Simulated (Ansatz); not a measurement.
System ZnSe (space group Fm-3m, No. 225); source of the atomic positions: coordinates from a relaxation with Ansatz, DFT, PBE, PAW with Ansatz's default frozen-core files, scalar-relativistic; the starting structure was generated, so it need not be a known form of this composition.

```xyz
8
Lattice="5.3672 0.0000 0.0000 0.0000 5.3672 0.0000 0.0000 0.0000 5.3672" Properties=species:S:1:pos:R:3 pbc="T T T"
Zn    0.0000    0.0000    0.0000
Se    2.6836    0.0000    0.0000
Zn    0.0000    2.6836    2.6836
Se    2.6836    2.6836    2.6836
Zn    2.6836    0.0000    2.6836
Se    0.0000    0.0000    2.6836
Zn    2.6836    2.6836    0.0000
Se    0.0000    2.6836    0.0000
```

Describe the stacking along [111], naming the columns A, B, C as they first turn up.

Zn(A) – Se(B) – Zn(C) – Se(A) – Zn(B) – Se(C) (six layers in 9.30 Å).

Se layers alone: BAC, the cubic close-packed type.

Zn: three octahedral sites in each hexagonal cell.

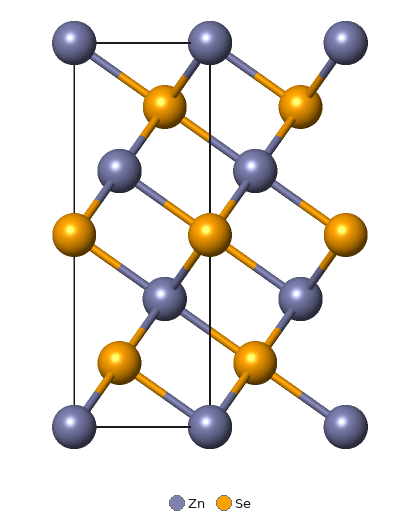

Projection along an edge of the hexagonal mesh, stacking direction [111] upwards. Every atom sits on one of the three columns of the mesh; call them A, B, C in the order in which they first turn up. The box is the hexagonal cell of the face-centred cubic lattice. The sequence starts with the first layer at or above the cell's origin.
